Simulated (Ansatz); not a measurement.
Consider this structure.

```
O Sr Ti
1.0
     3.84928    0.00000    0.00000
     0.00000    3.84928    0.00000
     0.00000    0.00000    3.94321
O Sr Ti
3 1 1
Direct
  0.00000 0.50000 0.50000
  0.50000 0.00000 0.50000
  0.50000 0.50000 0.00000
  0.00000 0.00000 0.00000
  0.50000 0.50000 0.50000
```

Q: What crystal do these data define?

A: The structure is one of SrTiO3. Strictly the space group is P4/mmm (No. 123, within 0.01 Å). It is a distorted form of a primitive cubic structure, space group Pm-3m (No. 221) within 0.25 Å: cubic perovskite. One cell contains 1 Sr, 1 Ti, 3 O, 5 atoms in all. The polyhedra are TiO6 octahedra; they share corners. O is linked to four Sr and two Ti in a distorted octahedral arrangement (2.72 to 2.76 Å to Sr, 1.92 to 1.97 Å to Ti). Sr is coordinated by twelve O in a cuboctahedral arrangement at 2.72 to 2.76 Å. Ti is coordinated by six O in an octahedral arrangement at 1.92 to 1.97 Å. The bonds build a three-dimensional framework.

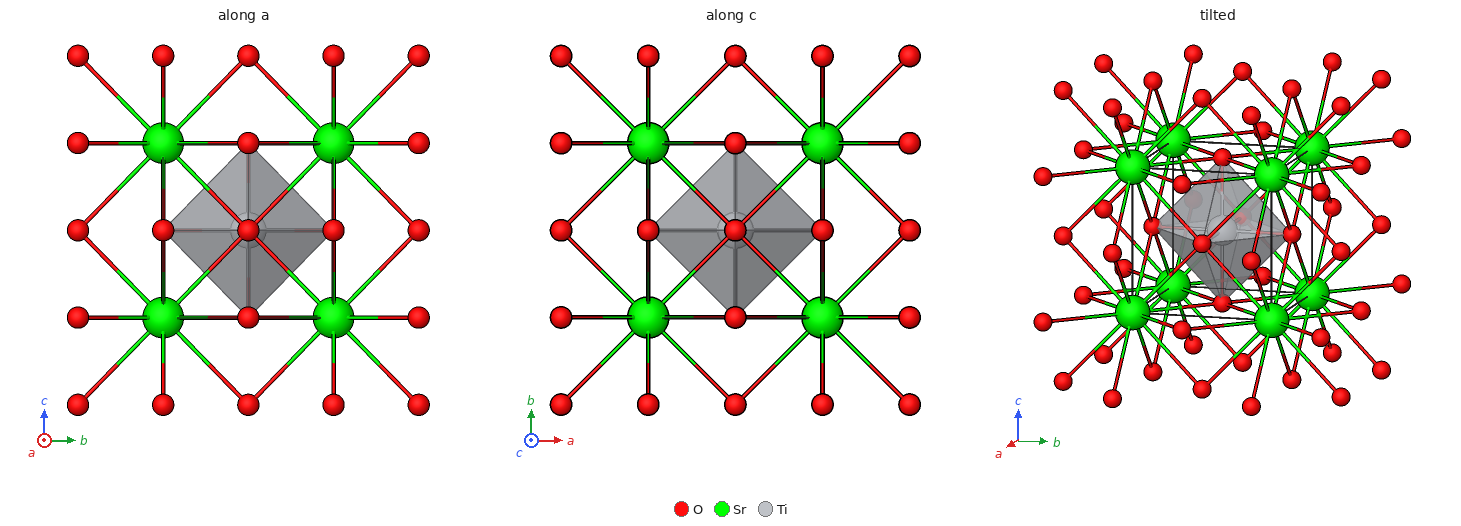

An orthographic polyhedral view of the structure, along the a axis, along the c axis and slightly off an axis. One unit cell is framed, with atoms on its boundary repeated. Some atoms of the next cells are drawn as well.

The structure comes from a structure listed in the Materials Project. The cell was then strained or its atoms displaced on purpose. A calculation with Ansatz used it as input.

At this level of theory the cell isn't at rest (compressed, at 4 GPa), so its distances can differ from those at equilibrium, the more so the softer the solid.
